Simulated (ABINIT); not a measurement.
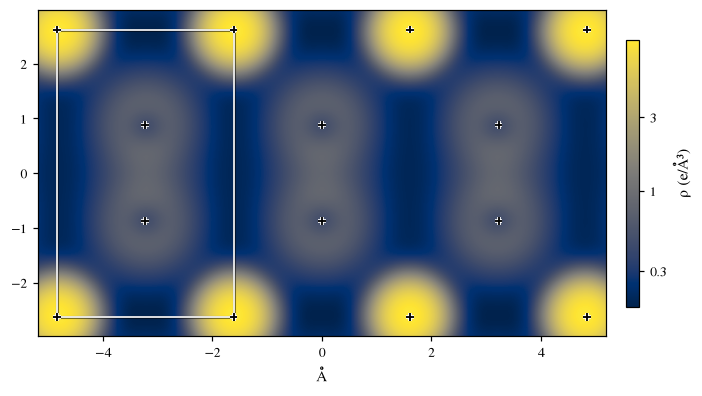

The valence electron density on a plane through atoms (crosses mark nuclei in the plane).

The calculation used ABINIT, Kohn-Sham DFT of a periodic cell, LDA, JTH PAW LDA v2.0.

Candidates:
A. BN, a = 2.50 Å, b = 2.50 Å, c = 6.64 Å, α = 90.00°, β = 90.00°, γ = 120.00°. Space group P6₃/mmc; computed pressure about −3 GPa in this cell.
B. TiB₂, a = 3.03 Å, b = 3.03 Å, c = 3.23 Å, α = 90.00°, β = 90.00°, γ = 120.00°. Space group P6/mmm; computed pressure about −11 GPa in this cell.

Which system is this?

Candidate B: TiB₂ on the (110) plane of the conventional cell, which holds Ti and B. B–B (1.75 Å): ρ at the midpoint is about 0.81 e/Å³. Ti–B (2.38 Å): ρ is about 0.33 e/Å³ halfway.
